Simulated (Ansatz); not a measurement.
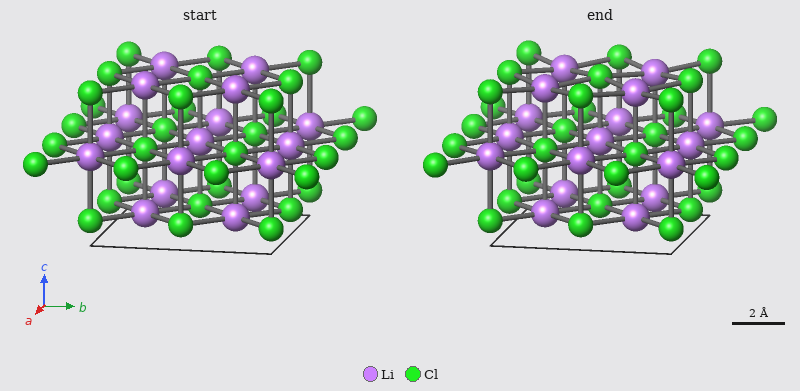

The structure of a slab of composition LiCl (cut from the Fm-3m phase) before (left) and after (right) a constrained relaxation, at one scale.

The picture is a ball-and-stick view of the 2 × 2 repeat of the cell, outlined in the plane, without the vacuum, seen slightly off an axis.

Case: clean slab, lower half held. The slab is the (1 0 0) face of LiCl. 2 atoms are held fixed.

These are results of DFT PBEsol, scalar-relativistic, plane waves, PAW in Ansatz, not measurements.

Input
```yaml
crystal:
  lattice:
    - [3.5799557474, 0.0, 0.0]
    - [0.0, 3.5799557474, 0.0]
    - [0.0, 0.0, 22.0628219706]
  atoms:
    - { symbol: Li, position: [0.5, 0.5, 0.3852634994] }
    - { symbol: Cl, position: [0.0, 0.0, 0.3852634994] }
    - { symbol: Li, position: [0.0, 0.0, 0.5] }
    - { symbol: Cl, position: [0.5, 0.5, 0.5] }
    - { symbol: Li, position: [0.5, 0.5, 0.6147365006] }
    - { symbol: Cl, position: [0.0, 0.0, 0.6147365006] }
basis:
  ecutwfc: 420
kpoints:
  mp_grid: { grid: [8, 8, 1] }
hamiltonian:
  xc: pbesol
scf:
  occupations: { method: gaussian, width: 0.05 }
output:
  forces: true
  eigenvalues: true
relax:
  adjacent_minimum: "off"
  f_tol: 0.03
  max_steps: 70
  constraints: [{ sites: [0, 1] }]
efield:
  axis: 3
  dipole_correction: true
```

### Summarise the run.

Over 2 accepted moves (3 points after the start) the energy falls by 25.6 meV per cell of the calculation. The largest force component goes from 0.3 to 0.02 eV/Å. 1 step only repeated the SCF at the same geometry. The largest move is that of Li5, 0.12 Å along the normal (−c). Largest moves by element: Li 0.12 Å, Cl 0.04 Å. The cell doesn't change. Among the contacts that change: Cl4–Li5 2.531 → 2.435 Å, Li1–Cl4 2.531 → 2.504 Å, Li3–Cl6 2.531 → 2.556 Å, Cl2–Li3 2.531 → 2.551 Å. Among the angles between lasting bonds that change: Cl6–Li5–Cl6 180.0° → 172.4°, Li5–Cl6–Li5 180.0° → 172.4°, Cl4–Li5–Cl6 90.0° → 93.8°.
